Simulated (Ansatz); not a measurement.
Band-structure calculation of HgTe

- system: HgTe (F-43m, 2 atoms in the cell)
- method: DFT, PBEsol, PAW with Ansatz's default frozen-core files, scalar-relativistic, no spin polarisation (Ansatz 0.2.0)

The structure derives from an entry of the Crystallography Open Database. It belongs to a series of runs on one base structure; here: PAW files in place of LAPW.

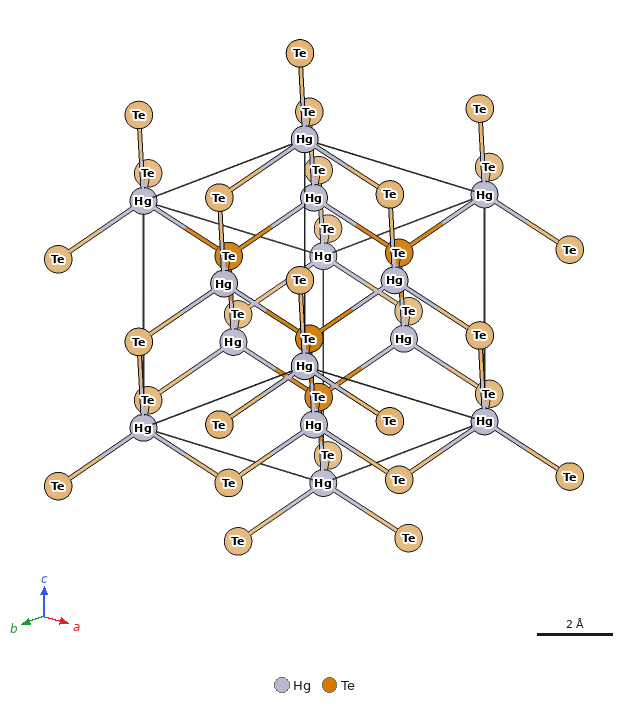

The structure as given in the input (ball-and-stick view of the cell 4 times as large as that of the calculation, set on its symmetry axes, seen at an oblique angle; neighbours outside the cell are drawn fainter).

Input file
```yaml
crystal:
  lattice:
    - [0.0, 3.2235, 3.2235]
    - [3.2235, 0.0, 3.2235]
    - [3.2235, 3.2235, 0.0]
  atoms:
    - { symbol: Hg, position: [0.0, 0.0, 0.0] }
    - { symbol: Te, position: [0.75, 0.75, 0.75] }
kpoints:
  mp_grid: { grid: [9, 9, 9] }
  band_path:
    path:
      - [0.0, 0.0, 0.0]
      - [-0.5, -0.5, 0.0]
      - [-0.375, -0.375, 0.25]
      - [-0.375, 0.0, 0.375]
      - [0.0, 0.0, 0.0]
      - [0.0, 0.0, 0.5]
      - [-0.5, -0.25, 0.25]
      - [-0.5, -0.5, 0.0]
    npoints: 14
scf:
  occupations: { method: fermi_dirac, width: 0.05 }
hamiltonian:
  xc: pbesol
  pseudopotentials: { kind: paw }
output:
  forces: true
  stress: true
  eigenvalues: true
  efg: { contact_densities: true }
  populations: true
  bader: true
  dos: { projected: true, de: 0.2, e_range: [-14, 8] }
  write_density: true
  write_potential: true
  elf: true
  volumetric_format: npy
```

Command:
```bash
ansatz run input.yaml --threads 1 --pin off --max-ram 3072MiB --backend cpu --events-out ev --progress --plain --runs-dir out
```

Log
```
Te, Hg: output.efg is read without spin–orbit coupling, which moves field gradients at and beside such atoms by some per cent and up to a factor of two; PAW files take it under magnetization.noncollinear and magnetization.spin_orbit
Engine: ansatz 0.2.0, aarch64-unknown-linux-gnu
Pseudopotentials: kind: paw
Pseudopotential: Hg, paw, valence charge 20, recommended cutoff 420 eV (normal), Hg.paw.azcp
Pseudopotential: Te, paw, valence charge 16, recommended cutoff 420 eV (normal), Te.paw.azcp
Functional definition: PBEsol
  exchange = pbesol_x
  correlation = pbesol_c
Crystal: 2 atoms, lattice volume = 66.990 Å³
Basis set: ecut = 420 eV, 1363 PW (Γ), exchange–correlation on 64×64×64 points (8 copies of the dense FFT grid, shifted against one another)
Bands: 22, of which v1, the nominal top of the filled ones, is band 18 counted from 1 (17 counted from 0)
Symmetry: 24 space group operations
Space group: F-43m (ITA 216), of the structure as read, at distance tolerance 4.1e-5 Å
k-points: 35 of 729 (time reversal used)
Non-local potential: Hg, projectors of the file, l = 0: 3, l = 1: 2, l = 2: 2, l = 3: 1
Non-local potential: Te, projectors of the file, l = 0: 2, l = 1: 2, l = 2: 2, l = 3: 2
PAW form: soft (Blöchl's): semilocal exchange-correlation on the pseudo side does not see the compensation charge
PAW frozen core: Hg, regenerated for the run's functional, and the local potential with it (the file was generated under x = pbe(κ = 0.804, μ = 0.2195149727645171), c = pbe(β = 0.06672455060314922))
PAW frozen core: Te, regenerated for the run's functional, and the local potential with it (the file was generated under x = pbe(κ = 0.804, μ = 0.2195149727645171), c = pbe(β = 0.06672455060314922))
PAW one-centre angular grid: Hg, 590 points (default); XC on 64 Gauss nodes
PAW one-centre angular grid: Te, 590 points (default); XC on 64 Gauss nodes
Initial density: superposition of atomic densities (neutral atoms: chi_scale 0, normalization atom), corrected by the library's trained network
Initial wavefunctions: pseudopotential atomic-orbital guess
Functional: x = pbesol(κ = 0.804, μ = 0.12345679012345678), c = pbesol(β = 0.046)
SCF iter   1: F=—  HF=-20569.808568 eV  |F-HF|=—  |Δ(HF+E_count)|=         —  Δρ=2.72e-3  dr2=7.76e-3  ethr=1.77e-3  ⟨swp⟩=6.1  Hψ=3669  notcnv=0
preconditioner: auto → none  [insulator: Δε(μ)=0.560 eV  Ē_g=10.572 eV  σ=0.050 eV  W_gap=0.77  n_scr=14 (ndim 8)  ℏωp=19.2 eV  f_vac=0.182  D(μ)=0.05/eV (n_scr^D=0)  ε∞_Penn≈4.3]
SCF iter   2: F=—  HF=-20569.806319 eV  |F-HF|=—  |Δ(HF+E_count)|=   2.25e-3  Δρ=8.30e-4  dr2=2.97e-4  ethr=2.16e-5  ⟨swp⟩=3.0  Hψ=1743  notcnv=0
SCF iter   3: F=—  HF=-20569.806533 eV  |F-HF|=—  |Δ(HF+E_count)|=   2.14e-4  Δρ=3.99e-4  dr2=6.55e-5  ethr=8.25e-7  ⟨swp⟩=2.1  Hψ=1004  notcnv=0
SCF iter   4: F=—  HF=-20569.806601 eV  |F-HF|=—  |Δ(HF+E_count)|=   6.77e-5  Δρ=1.62e-4  dr2=2.18e-5  ethr=1.82e-7  ⟨swp⟩=2.0  Hψ=1110  notcnv=0
SCF iter   5: F=—  HF=-20569.806598 eV  |F-HF|=—  |Δ(HF+E_count)|=   2.46e-6  Δρ=2.07e-5  dr2=1.78e-7  ethr=6.06e-8  ⟨swp⟩=2.0  Hψ=1051  notcnv=0
SCF iter   6: F=-20569.806599 eV  HF=-20569.806599 eV  |F-HF|=2.91e-10  |Δ(HF+E_count)|=   3.49e-7  Δρ=4.21e-6  dr2=9.46e-9  ethr=2.78e-10  ⟨swp⟩=11.6  Hψ=5624  notcnv=0
SCF 1 converged in 6 iterations: F = -20569.806599 eV  dr2 = 9.46e-9
  greatest PAW one-centre occupation: 1.000 electrons in one spin orbital (limit 2), on the Hg atom at site 0 (counted from 0), in its partial waves of l = 0
```

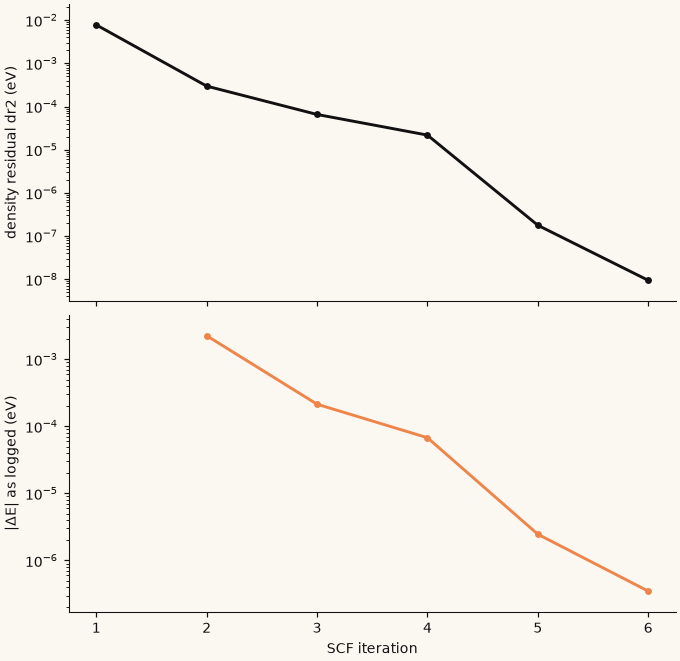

Convergence of the self-consistent field: density residual dr2 and size of the energy change against the SCF iteration. The residual falls at every step.

```
NSCF: frozen V_eff on 99 k-points
SCF converged after 6 iterations
Free energy (F): -20569.806599 eV
Harris-Foulkes:  -20569.806599 eV  (|F-HF|=2.91e-10)
Internal energy: -20569.806140 eV  (E = F + TS)
E sigma→0 (E₀):  -20569.806369 eV
Entropy (-TS):   -0.000458 eV (-0.229 meV/atom)
Fermi energy:    8.776231 eV
--- Per-component energies (eV) ---
  E_band       = -772.877540
  E_kinetic    = 784.863755
  E_local      = -4791.399917  (includes V_loc(G=0)·N_el)
  E_nonlocal   = -231.701440
  E_hartree    = 2327.281993
  E_xc         = -342.257738
  E_vxc        = -365.817692  (∫ρ·V_xc dr)
  E_paw        = -14385.248332  (= ΣΔE_a)
  E_vpaw       = -823.394552  (= ΣTr[D̂ρ^β])
  E_aug_tail   = 0.000681  (compensation charges beyond the density's cutoff)
  E_ewald      = -3932.048609
  E_core_change = 0.703466  (= ΣΔE_core)
  E_smearing   = -0.000458  (= −TS)
  E_closure    = -0.000000  (closes the sum)
  Σ components = -20569.806599   (vs F -20569.806599, Δ=0.00e0)
--- Forces (eV/Å), atoms counted from 1 ---
  atom   1  Hg    -0.00000000     0.00000000     0.00000000
  atom   2  Te     0.00000000    -0.00000000     0.00000000
  max |Σ_I F_I| component: 7.40e-17 eV/Å
--- Stress (GPa, compression-positive) ---
        1.318929      -0.000000      -0.000000
        0.000000       1.318929       0.000000
       -0.000000       0.000000       1.318929
  P = ⅓ Tr σ = 1.3189 GPa (13.189 kbar)
--- PAW observables at the nuclei: V_zz in 10²¹ V/m², potentials from the cell's mean, atoms counted from 1 ---
  atom   1  Hg V_zz =    -0.000000   η = 0.0000   by run symmetry: forbidden
            electrostatic potential = -16788.684614 V   contact ρ = 14111578.355338 e/Å³
  atom   2  Te V_zz =    -0.000000   η = 0.0000   by run symmetry: forbidden
            electrostatic potential = -8647.620637 V   contact ρ = 1466653.200393 e/Å³
--- Band table (eV; the first three rows and the last of 35) ---
  k-point 0: bands = ["-106.2675", "-54.6675", "-54.6675", "-54.6675", "-27.9949", "-27.9949", "-27.9949", "-27.9861", "-27.9861", "-3.3662", "1.3277", "1.3277", "1.3277", "1.8729", "1.8729", "7.9335", "8.7148", "8.7148", "8.7148", "12.9015", "12.9015", "12.9015"]
  k-point 1: bands = ["-106.2675", "-54.6675", "-54.6675", "-54.6675", "-27.9950", "-27.9949", "-27.9949", "-27.9861", "-27.9861", "-3.3033", "1.3454", "1.3454", "1.3487", "1.8710", "1.8710", "6.9923", "8.5698", "8.5698", "9.2863", "12.7809", "13.0935", "13.0935"]
  k-point 2: bands = ["-106.2675", "-54.6675", "-54.6675", "-54.6675", "-27.9951", "-27.9948", "-27.9948", "-27.9860", "-27.9860", "-3.1376", "1.3875", "1.3875", "1.4400", "1.8703", "1.8703", "5.6349", "8.2447", "8.2447", "9.5431", "13.2822", "13.4683", "13.4683"]
  k-point 34: bands = ["-106.2675", "-54.6676", "-54.6675", "-54.6675", "-27.9953", "-27.9949", "-27.9944", "-27.9860", "-27.9857", "-2.5897", "1.5480", "1.5924", "1.7962", "1.8565", "2.4213", "3.2150", "5.8873", "6.3476", "11.7175", "13.0735", "13.8885", "15.2822"]
--- Löwdin populations: 2 sites ---
  site symbol       q [e]
     0     Hg     19.0244
     1     Te     16.7231
  spilling = 0.007012 (of n_electrons = 36.000000)
--- Bader charges: 2 sites ---
  site symbol  charge [e]  shift [e]
     0     Hg      0.0673     0.0001
     1     Te     -0.0673     0.0001
  estimated error of the sums over rays = 3.6e-4 e
```

File bader_charges.tsv
```
# site	symbol	x_ang	y_ang	z_ang	partial_charge_e	electrons	volume_ang3	relative_density_drop	shared_charge_e	partial_wave_shift_e
# quadrature_error_electrons = 3.6e-4
0	Hg	0.0000	0.0000	0.0000	0.06731	79.93269	29.93	-	0.06731	0.00009
1	Te	4.8353	4.8353	4.8353	-0.06730	52.06730	37.06	-	-0.06730	0.00009
```

File populations.tsv
```
# site	symbol	l	j	q
# orbitals = lowdin
# n_electrons = 36.000000
# spilling = 0.007012
0	Hg	0_5S	-	1.990341
0	Hg	0_6S	-	1.083204
0	Hg	1_5P	-	5.998732
0	Hg	2_5D	-	9.952152
1	Te	0_5S	-	1.926338
1	Te	1_5P	-	4.797421
1	Te	2_4D	-	9.999381
```

File v_z.tsv
```
# z_ang	v_es[eV]	v_tot[eV]
# format = ansatz-planar-average/11
# xc	pbesol
# density_cutoff_ev	1680
# datasets	Hg=:simpson_from_first_knot:soft:shift=-1128775	Te=:simpson_from_first_knot:soft:shift=-1325009
# lattice	0.000000000	3.223500000	3.223500000
# lattice	3.223500000	0.000000000	3.223500000
# lattice	3.223500000	3.223500000	0.000000000
# sites	2
# site	80	0.000000000	0.000000000	0.000000000
# site	52	4.835250000	4.835250000	4.835250000
0.000000	1.578421e0	-9.870407e0
0.142460	2.529950e0	-8.543382e0
0.284920	3.477723e0	-7.118004e0
0.427380	4.460723e0	-5.567078e0
0.569840	5.588287e0	-3.798876e0
0.712300	6.871943e0	-1.832486e0
0.854760	8.248758e0	2.347221e-1
0.997219	9.568014e0	2.205728e0
1.139679	1.064372e1	3.842753e0
1.282139	1.136159e1	4.972207e0
1.424599	1.177378e1	5.602345e0
1.567059	1.198119e1	5.884100e0
1.709519	1.201751e1	5.927784e0
1.851979	1.188299e1	5.717696e0
1.994439	1.156031e1	5.204164e0
2.136899	1.096599e1	4.317543e0
2.279359	1.008988e1	3.064547e0
2.421819	9.151847e0	1.682961e0
2.564279	8.431994e0	4.651056e-1
2.706738	8.100210e0	-4.085268e-1
2.849198	8.168259e0	-8.888635e-1
2.991658	8.514525e0	-1.060822e0
3.134118	8.906305e0	-1.143390e0
3.276578	9.034915e0	-1.447038e0
3.419038	8.562577e0	-2.319148e0
3.561498	7.340999e0	-3.903054e0
3.703958	5.565289e0	-5.982854e0
3.846418	3.646442e0	-8.127239e0
3.988878	2.002849e0	-9.902431e0
4.131338	9.262399e-1	-1.101078e1
4.273798	5.437109e-1	-1.132841e1
4.416257	8.229026e-1	-1.088969e1
```

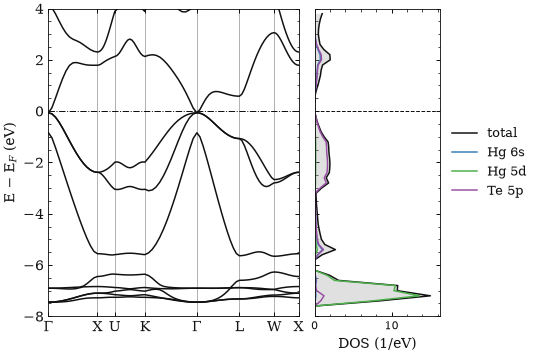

Band structure along Γ–X–U–K–Γ–L–W–X and density of states (projected on Löwdin-orthogonalised atomic shells), with energies from the Fermi level. Bands cross the Fermi level: a metal at this level of theory.

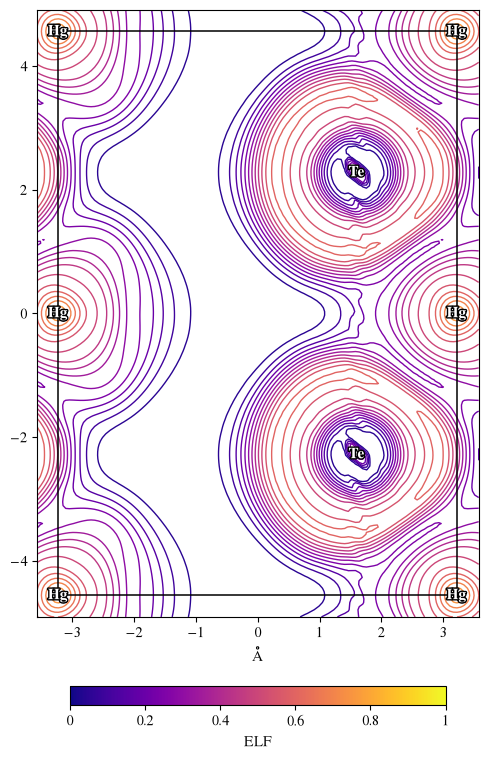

ELF on the (011) plane of the conventional cell. Atoms in the plane: Hg and Te. Hg–Te (2.79 Å): the ELF peaks at about 0.60 in the valence shell of Te, 1.2 Å from its nucleus, and drops to about 0.25 between the two atoms. The strong features right at Hg lie inside the PAW spheres (semicore, d or f shells) and say nothing about bonding. The fields are those of the smooth PAW valence density.

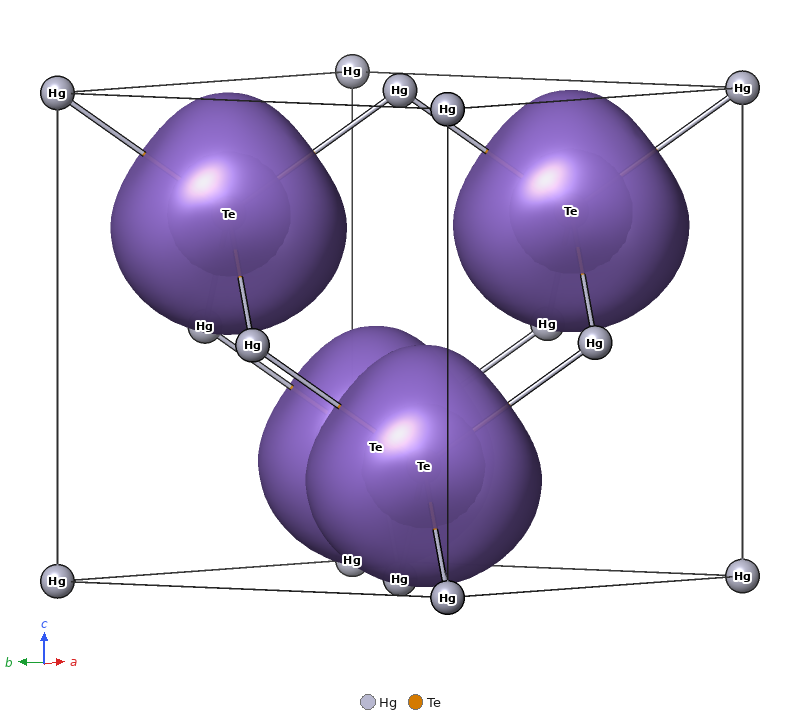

Isosurface of the ELF at 0.45 (purple), seen at an oblique angle. Only the valence region is drawn (cores and ρ < 0.01 e/Å³ removed). Sticks mark near contacts. The outline is the cell set on symmetry axes. Profiles from the grid: Hg–Te (2.79 Å): the ELF peaks at about 0.60 in the valence shell of Te, 1.2 Å from its nucleus, and drops to about 0.25 between the two atoms.

Summary

| quantity | value |
| --- | --- |
| outcome | converged |
| space group (tolerance 0.01 Å) | F-43m (216) |
| electrons treated | 36 |
| free energy | −20569.8066 eV |
| Fermi energy | 8.776 eV |
| pressure | 1.32 GPa |
| field gradient V_zz (10²¹ V/m²) | zero at all sites |
| electronic character | metal |
| largest force (length of the vector) | under 0.001 eV/Å |
| hardware | 1 thread of Arm Neoverse V1, 24 GiB of memory available, shared host |
| wall time | 28 s |
| peak memory | 0.44 GiB |

Warnings of the run: the field gradients leave out spin–orbit coupling. Spin–orbit coupling is left out, which matters for Hg.
